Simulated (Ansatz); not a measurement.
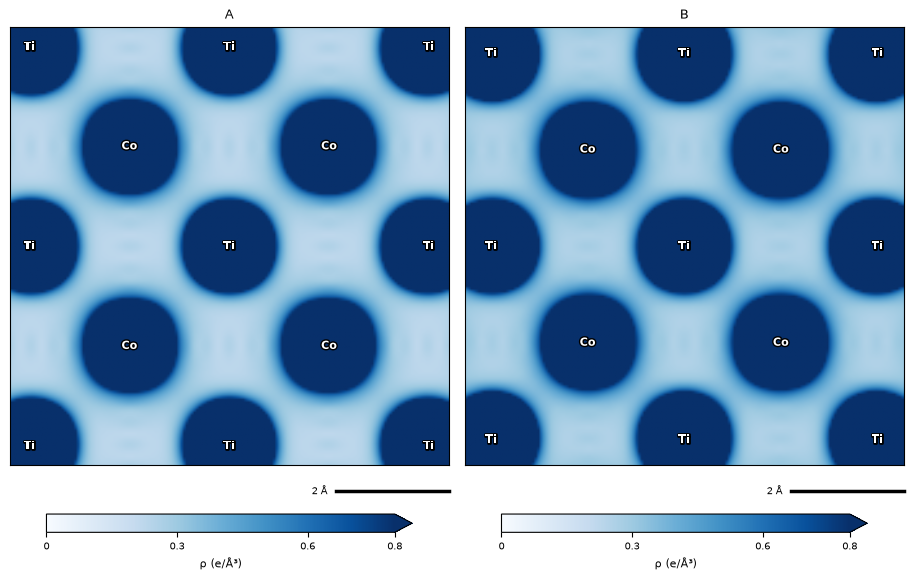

TiCo₃. The valence pseudo-density of two cells that differ in size, on the (001) plane of each (indices in the axes of the calculation cell), at one length scale and on one colour scale: A has 11.2 Å³ an atom and B 10.2.

Space group Pm-3m; spin-polarised.

Method: DFT r2SCAN, scalar-relativistic, plane waves, PAW (Ansatz 0.2.0).

Core electrons are frozen (PAW), and the valence fields are smoothed inside the atomic spheres.

The larger cell:

```
Ti Co
1.0
     3.55063    0.00000    0.00000
     0.00000    3.55063    0.00000
     0.00000    0.00000    3.55063
Ti Co
1 3
Cartesian
  0.0000 0.0000 0.0000
  0.0000 1.7753 1.7753
  1.7753 0.0000 1.7753
  1.7753 1.7753 0.0000
```

The smaller cell: a = 3.437 Å, b = 3.437 Å, c = 3.437 Å, α = 90.00°, β = 90.00°, γ = 90.00°.

What changes from the larger cell to the smaller?

From the larger cell to the smaller, Ti–Co goes from 2.51 to 2.43 Å, and the density at its midpoint from 0.32 to 0.36 e/Å³; the pressure goes from 7 to 35 GPa; the largest moment (Co) goes from 1.3 to 1.2 μB.
